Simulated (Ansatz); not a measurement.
Consider Hf2Si5O4 (interface cell).

Input file:

```
crystal:
  lattice:
    - [5.4700937548, 0.0, 0.0]
    - [0.0, 5.4700937548, 0.0]
    - [0.0, 0.0, 24.5361175095]
  atoms:
    - { symbol: Si, position: [0.25, 0.25, 0.0203781222] }
    - { symbol: Si, position: [-0.25, 0.75, 0.0203781222] }
    - { symbol: Si, position: [-0.5, 0.5, 0.0761132416] }
    - { symbol: Si, position: [0.0, 0.0, 0.0761132416] }
    - { symbol: Si, position: [-0.25, 0.25, 0.1318483609] }
    - { symbol: Si, position: [-0.75, 0.75, 0.1318483609] }
    - { symbol: Si, position: [-1.0, 0.5, 0.1875834803] }
    - { symbol: Si, position: [-0.5, 0.0, 0.1875834803] }
    - { symbol: Si, position: [-0.75, 0.25, 0.2433185997] }
    - { symbol: Si, position: [-1.25, 0.75, 0.2433185997] }
    - { symbol: Si, position: [-1.5, 0.5, 0.2990537191] }
    - { symbol: Si, position: [-1.0, 0.0, 0.2990537191] }
    - { symbol: Si, position: [-1.25, 0.25, 0.3547888385] }
    - { symbol: Si, position: [-1.75, 0.75, 0.3547888385] }
    - { symbol: Si, position: [-2.0, 0.5, 0.4105239579] }
    - { symbol: Si, position: [-1.5, 0.0, 0.4105239579] }
    - { symbol: Si, position: [-1.75, 0.25, 0.4662590773] }
    - { symbol: Si, position: [-2.25, 0.75, 0.4662590773] }
    - { symbol: Si, position: [-2.5, 0.5, 0.5219941967] }
    - { symbol: Si, position: [-2.0, 0.0, 0.5219941967] }
    - { symbol: O, position: [-2.0, 0.0, 0.5965781238] }
    - { symbol: O, position: [-2.1661529747, 0.5, 0.5965781238] }
    - { symbol: Hf, position: [-1.8867557761, 0.3319505331, 0.6390154304] }
    - { symbol: Hf, position: [-2.2793971986, -0.1680494669, 0.6390154304] }
    - { symbol: O, position: [-1.5968568048, 0.5544653733, 0.6744902286] }
    - { symbol: O, position: [-1.5692961699, 0.0544653733, 0.6744902286] }
    - { symbol: O, position: [-2.0968568048, 0.1098118331, 0.6939554351] }
    - { symbol: O, position: [-2.0692961699, -0.3901881669, 0.6939554351] }
    - { symbol: Hf, position: [-1.3867557761, 0.3323266733, 0.7294302333] }
    - { symbol: Hf, position: [-1.7793971986, -0.1676733267, 0.7294302333] }
    - { symbol: O, position: [-1.5, -0.3357227936, 0.77186754] }
    - { symbol: O, position: [-1.6661529747, 0.1642772064, 0.77186754] }
    - { symbol: O, position: [-2.0, -0.1572861593, 0.7986265874] }
    - { symbol: O, position: [-2.1661529747, 0.3427138407, 0.7986265874] }
    - { symbol: Hf, position: [-1.8867557761, 0.1746643738, 0.8410638941] }
    - { symbol: Hf, position: [-2.2793971986, -0.3253356262, 0.8410638941] }
    - { symbol: O, position: [-1.5968568048, 0.397179214, 0.8765386923] }
    - { symbol: O, position: [-1.5692961699, -0.102820786, 0.8765386923] }
    - { symbol: O, position: [-2.0968568048, -0.0474743262, 0.8960038988] }
    - { symbol: O, position: [-2.0692961699, -0.5474743262, 0.8960038988] }
    - { symbol: Hf, position: [-1.3867557761, 0.175040514, 0.931478697] }
    - { symbol: Hf, position: [-1.7793971986, -0.324959486, 0.931478697] }
    - { symbol: O, position: [-1.5, -0.4930089529, 0.9739160036] }
    - { symbol: O, position: [-1.6661529747, 0.0069910471, 0.9739160036] }
basis:
  ecutwfc: 420
kpoints:
  mp_grid: { grid: [5, 5, 1] }
hamiltonian:
  xc: pbe
scf:
  occupations: { method: gaussian, width: 0.05 }
output:
  forces: true
  stress: true
  eigenvalues: true
  populations: true
  write_density: true
  write_potential: true
  elf: true
  volumetric_format: npy
relax:
  adjacent_minimum: "off"
  f_tol: 0.02
  max_steps: 70
  cell: { fix: [a, b, gamma, alpha, beta], stress_tol: 0.15 }
```

Run with:

```sh
ansatz run input.yaml --threads 8 --pin off --max-ram 20480MiB --backend cpu --events-out ev --progress --plain --runs-dir out
```

The fields are those of the run's last geometry, not of the input's.

Computed pressure about −4 GPa in this cell.

The calculation used DFT PBE, scalar-relativistic, plane waves, PAW (Ansatz 0.2.0).

**What can the converged valence pseudo-density and electron localisation function tell about the bonding?**

Si–Si (2.35 Å): the density is about 0.57 e/Å³ at the midpoint; the ELF peaks at about 0.95 between the atoms, as expected for a shared electron pair.

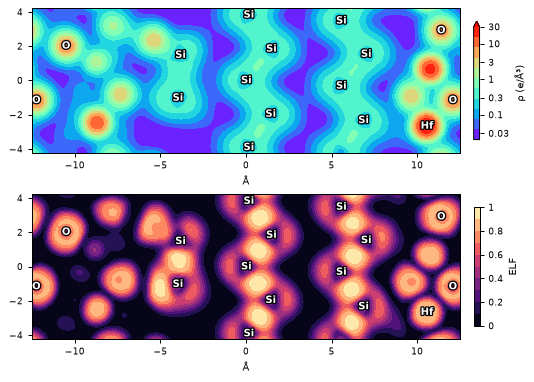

Computed valence pseudo-density and electron localisation function on the (110) plane of the calculation cell, in this order. Atoms just off the plane (O, 0.4 Å away and Hf, 0.3 Å away) can leave unmarked features too.

Core electrons are frozen (PAW), and the valence fields are smoothed inside the atomic spheres.
